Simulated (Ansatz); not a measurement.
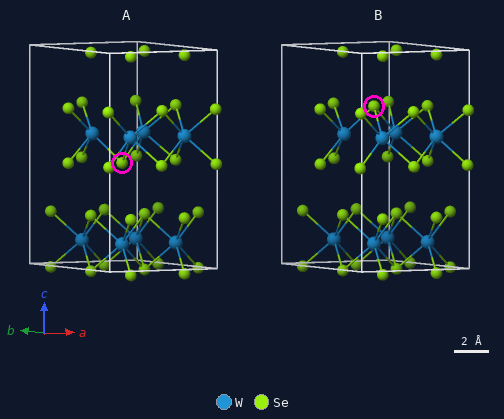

The two relaxed end points of a path for a defect cell of composition W$_{8}$Se$_{15}$ with a Se vacancy (23 atoms in the cell). The picture is a ball-and-stick view of the reduced simulation cell (origin moved), seen from a free direction. The moving atom is ringed, with any periodic copies. Lengths and directions refer to the drawn axes. Bonds to atoms that aren't drawn are left out.

These are results of DFT, PAW plane waves, PBE in Ansatz, not measurements.

Settings: plane-wave cutoff 420 eV; k-point mesh 3 × 3 × 1; Gaussian smearing 0.1 eV; 3 movable images; climbing image; force threshold 0.05 eV/Å; iteration limit 40.

Start:
```xyz
23
Lattice="3.3290 5.7661 0.0000 -3.3290 5.7661 0.0000 0.0000 0.0000 13.1239" Properties=species:S:1:pos:R:3 pbc="T T T"
W     0.0087    1.9220    3.2566
W     0.0044    3.8454    9.8610
Se    0.0044    1.9233    8.1896
Se    0.0089    3.8393    1.5986
Se    0.0043    1.9232   11.5289
Se    0.0088    3.8822    4.8976
W    -1.7316    4.7613    3.2577
W    -1.6600    6.7282    9.8609
Se   -1.6596    4.8065    8.1904
Se   -1.6598    6.7294    1.5986
Se   -1.6634    4.8044   11.5307
Se   -1.6227    6.7080    4.8976
W     1.7492    4.7613    3.2579
W     1.6687    6.7282    9.8609
Se    1.6684    4.8066    8.1904
Se    1.6773    6.7294    1.5987
Se    1.6721    4.8045   11.5306
Se    1.6402    6.7080    4.8977
W     0.0088    7.7756    3.2579
W     0.0044    9.6113    9.8579
Se    0.0044    7.6888    8.1904
Se    0.0043    7.6930   11.5307
Se    0.0089    9.6101    4.9826
```

End:
```xyz
23
Lattice="3.3290 5.7661 0.0000 -3.3290 5.7661 0.0000 0.0000 0.0000 13.1239" Properties=species:S:1:pos:R:3 pbc="T T T"
W     0.0067    1.9178    3.2988
W     0.0049    3.8420    9.8207
Se    0.0049    1.9199    8.1526
Se    0.0066    3.8784    1.6580
Se    0.0049    1.9199   11.4925
Se    0.0067    3.8348    4.9571
W    -1.7337    4.7569    3.2981
W    -1.6596    6.7250    9.8207
Se   -1.6629    4.8011    8.1511
Se   -1.6244    6.7035    1.6581
Se   -1.6591    4.8032   11.4913
Se   -1.6621    6.7253    4.9570
W     1.7470    4.7570    3.2980
W     1.6694    6.7250    9.8207
Se    1.6727    4.8011    8.1512
Se    1.6378    6.7034    1.6580
Se    1.6690    4.8032   11.4913
Se    1.6756    6.7252    4.9570
W     0.0068    7.7713    3.2980
W     0.0049    9.6080    9.8238
Se    0.0049    7.6897    8.1511
Se    0.0049    7.6854   11.4913
Se    0.0067    9.6058    1.5731
```

Predict the minimum-energy path and its barrier.

Answer. The two ends have the same energy, and the highest point, image 2, lies 2.67 eV above the start. It is a vacancy jump: a nearby atom moves into the empty site and leaves its own site empty. A Se atom travels furthest, 3.41 Å from end to end, along +c, on a straight line. At the highest image its nearest neighbour (W) is 2.38 Å away, against 2.52 Å at the start, and the surrounding atoms stand up to 0.56 Å off the mean of their end positions. The band converged in 20 iterations, with a climbing image at the top.

Energies of the converged images:

| image | path (Å) | E (eV) |
| --- | --- | --- |
| 0 | 0.00 | 0.000 |
| 1 | 1.12 | 1.551 |
| 2 | 2.24 | 2.666 |
| 3 | 3.37 | 1.550 |
| 4 | 4.49 | 0.000 |

The geometry at the top of the path:

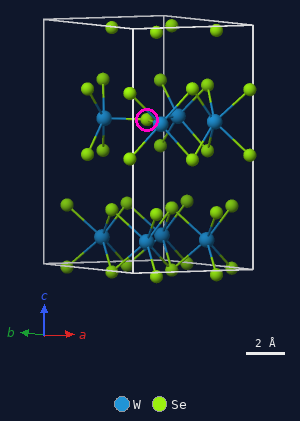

Limits of the set-up: the k-point mesh is coarse for a cell with partly filled bands; the periodic images lie only 6.7 Å apart, so the values are limited by the cell's size.

Cost: 33 min on 4 threads of Arm Neoverse V2 (shared host), peak memory 3.6 GiB.
